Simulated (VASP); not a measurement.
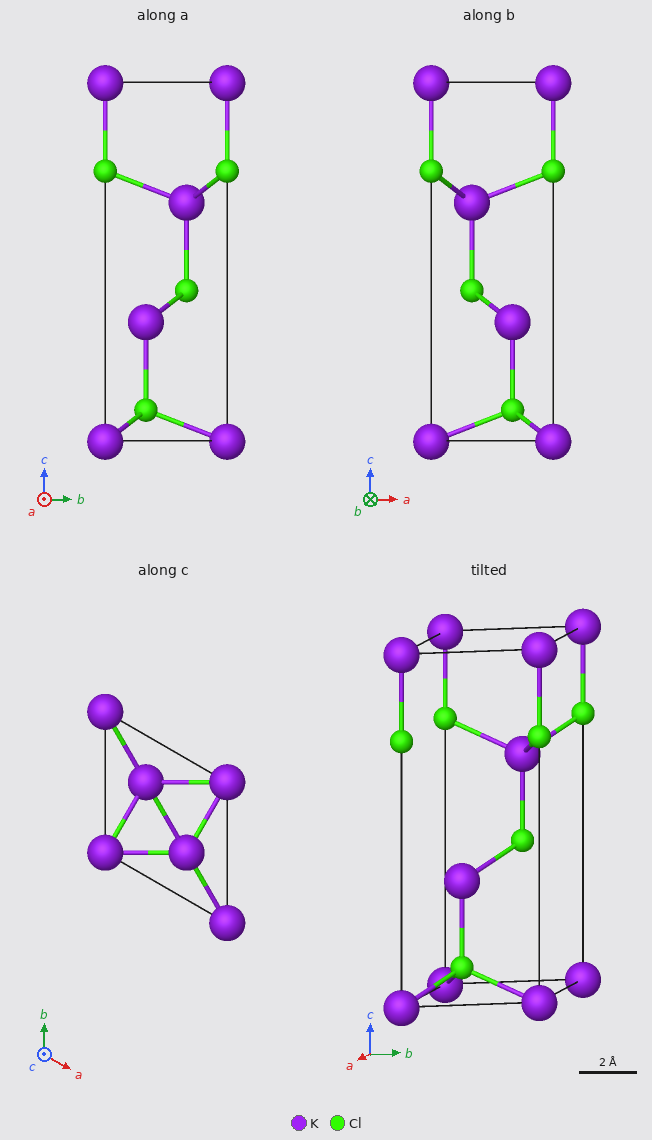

We look at a ball-and-stick model of the crystal along the a axis, along the b axis, along the c axis and slightly off an axis. Thin lines show the conventional unit cell, with boundary atoms drawn in all their periodic places.

Lattice parameters: a = 4.9600 Å, b = 4.9600 Å, c = 12.6234 Å, α = 90.000°, β = 90.000°, γ = 120.000°.

Give the structure in the form of a CIF in P1 with every atom of the cell, with free fractional coordinates to two decimals.

```cif
data_structure
_symmetry_space_group_name_H-M 'P 1'
_symmetry_Int_Tables_number 1
_cell_length_a 4.9600
_cell_length_b 4.9600
_cell_length_c 12.6234
_cell_angle_alpha 90.000
_cell_angle_beta 90.000
_cell_angle_gamma 120.000
_cell_volume 268.95
loop_
_atom_site_label
_atom_site_type_symbol
_atom_site_fract_x
_atom_site_fract_y
_atom_site_fract_z
_atom_site_occupancy
K1 K 0.6667 0.3333 0.33 1
Cl1 Cl 0.6667 0.3333 0.09 1
K2 K 0.3333 0.6667 0.66 1
Cl2 Cl 0.3333 0.6667 0.42 1
K3 K 0.00 0.00 0.00 1
Cl3 Cl 0.00 0.00 0.75 1
```

It derives from a structure type filled with these elements by a generator (whether the compound takes this form wasn't checked). The cell was then strained or its atoms displaced on purpose. It went into a calculation with VASP.
